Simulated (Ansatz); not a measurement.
C33O2 (slab)

```
C O
1.0
     9.86400    0.00000    0.00000
    -4.93200    8.54247    0.00000
     0.00000    0.00000   12.00000
C O
33 2
Cartesian
  4.9152 8.5406 0.8402
  1.2160 0.7101 0.8402
  8.6141 2.1339 0.8396
  -0.0168 2.8458 0.8399
  7.3808 4.2697 0.8401
  -1.2500 4.9814 0.8401
  6.1479 6.4051 0.8401
  -2.4830 7.1170 0.8400
  -2.4831 8.5408 0.8399
  3.6819 0.7101 0.8395
  1.2160 2.1338 0.8401
  2.4489 2.8456 0.8399
  -0.0170 4.2694 0.8400
  1.2159 4.9813 0.8400
  -1.2501 6.4051 0.8400
  -0.0171 7.1170 0.8395
  -0.0173 8.5407 0.8389
  6.1475 0.7101 0.8384
  3.6818 2.1337 0.8395
  4.9146 2.8457 0.8392
  2.4488 4.2694 0.8399
  3.6819 4.9812 0.8400
  1.2157 6.4050 0.8399
  2.4488 7.1167 0.8400
  2.4487 8.5406 0.8394
  8.6141 0.7100 0.8398
  6.1475 2.1337 0.8387
  7.3808 2.8458 0.8395
  4.9148 4.2694 0.8396
  6.1478 4.9814 0.8400
  3.6819 6.4050 0.8401
  4.9149 7.1169 0.8401
  7.6172 1.5242 4.6853
  6.4646 1.3244 4.6408
  8.7698 1.7240 4.7317
```

Computed with DFT PBE, scalar-relativistic, plane waves, PAW (Ansatz 0.2.0).

Core electrons are frozen (PAW), and the valence fields are smoothed inside the atomic spheres.

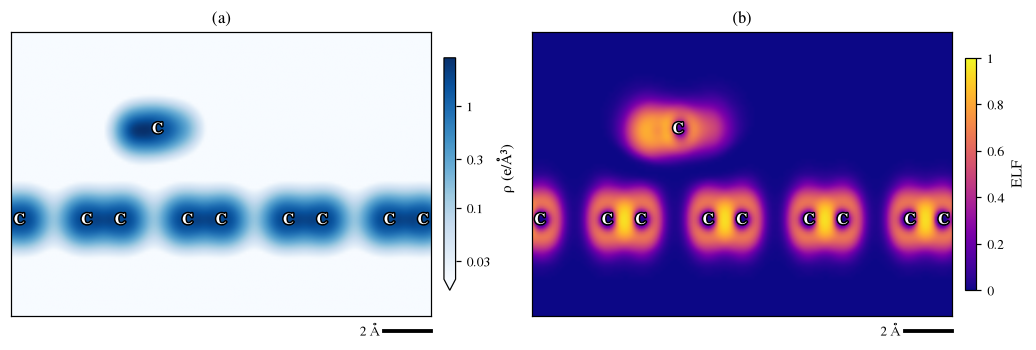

Figure 1. (a) valence electron density; (b) electron localisation function on the (110) plane of the calculation cell, a cut from vacuum to vacuum.

Q: What does the map show?

A: The section cuts through C sites. Atoms just off the plane (O, 0.5 Å away) can leave unmarked features too. C–C (1.42 Å): ρ at the midpoint is about 2 e/Å³; the ELF peaks at about 0.95 between the atoms (a covalent bond). The density dies away to nearly zero in the vacuum. The ELF also peaks beside O, away from the bonds: lone-pair regions.

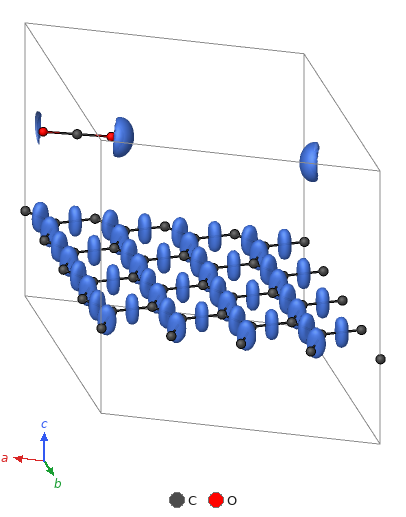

Figure 2. Isosurface of the electron localisation function at 0.85 (blue), seen at an oblique angle. Core shells and regions of very low density are left out. Sticks mark near contacts.

Q: Describe the localisation domains.

A: The surface consists of 48 regions between bonded C–C atoms (shared pairs) and two lobes on O, pointing away from the bonds (lone pairs, which may merge into one lobe), counted in one cell of 35 atoms. Counts are for one cell; the picture repeats the cell along the surface.


C–O (1.17 Å): the ELF peaks at about 0.85 between the atoms (inside overlapping PAW spheres, so only a guide): a short, multiple covalent bond.

Q: Metal or insulator at this level of theory?

A: It is gapped, with a Kohn–Sham gap of 2.0 eV on the k-point mesh (the band edges may lie off the mesh, which would make the gap smaller).
